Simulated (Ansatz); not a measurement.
**PtSe2: density, localisation and related maps**

```
Pt Se
1.0
     3.59650    0.00000    0.00000
    -1.79825    3.11466    0.00000
     0.00000    0.00000   11.25483
Pt Se
2 4
Direct
  0.33333 0.66667 0.25000
  0.66667 0.33333 0.75000
  0.66667 0.33333 0.38194
  0.66667 0.33333 0.11806
  0.33333 0.66667 0.88194
  0.33333 0.66667 0.61806
```

Space group P6₃/mmc; started from the 2H (MoS2) bulk prototype, which need not be the ambient phase.

The calculation used DFT, r2SCAN, plane waves, PAW (Ansatz).

The density is the valence pseudo-density of a PAW calculation; it isn't the true density close to the nuclei.

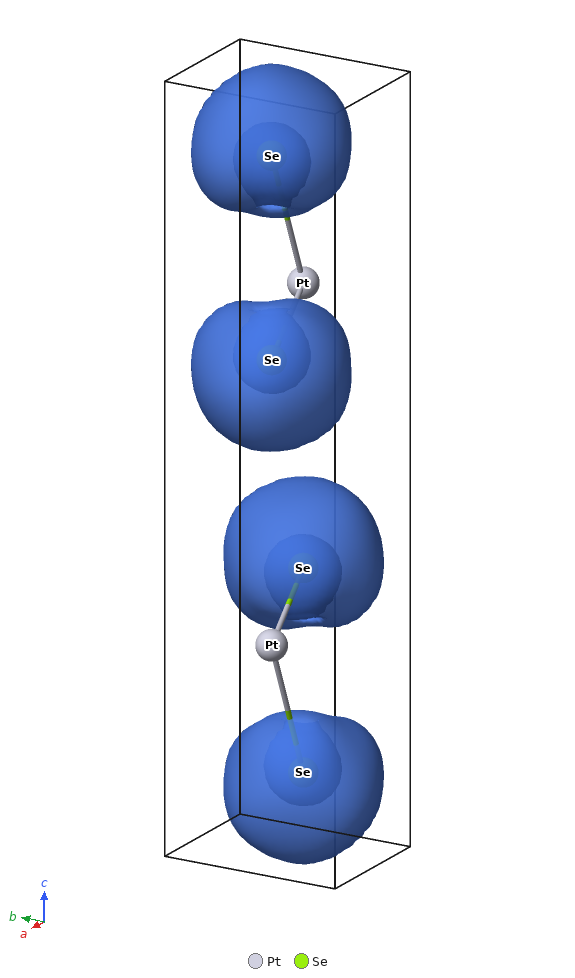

Figure 1. Isosurface of the electron localisation function at 0.65 (blue), seen at an oblique angle. Core shells and regions of very low density are left out. Sticks mark near contacts.

Where are the electrons localised?

The surface consists of four regions wrapped around Se (the valence shell of each), counted in one cell of 6 atoms. Regions shared between cells count once.


Pt–Se (2.55 Å): the ELF is about 0.45 at the midpoint.

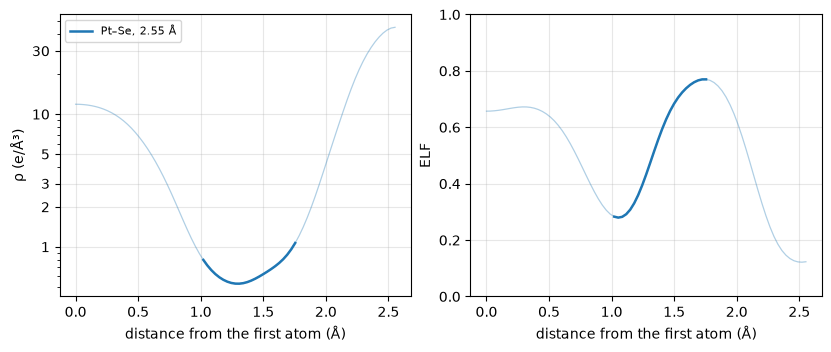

Figure 2. Valence charge density (pseudo) and ELF along straight lines between neighbouring atoms. Thin, pale parts lie inside the atomic spheres.

What can be read from the curves?

Pt–Se (2.55 Å): ρ at the midpoint is about 0.53 e/Å³; the ELF is about 0.45 at the midpoint.
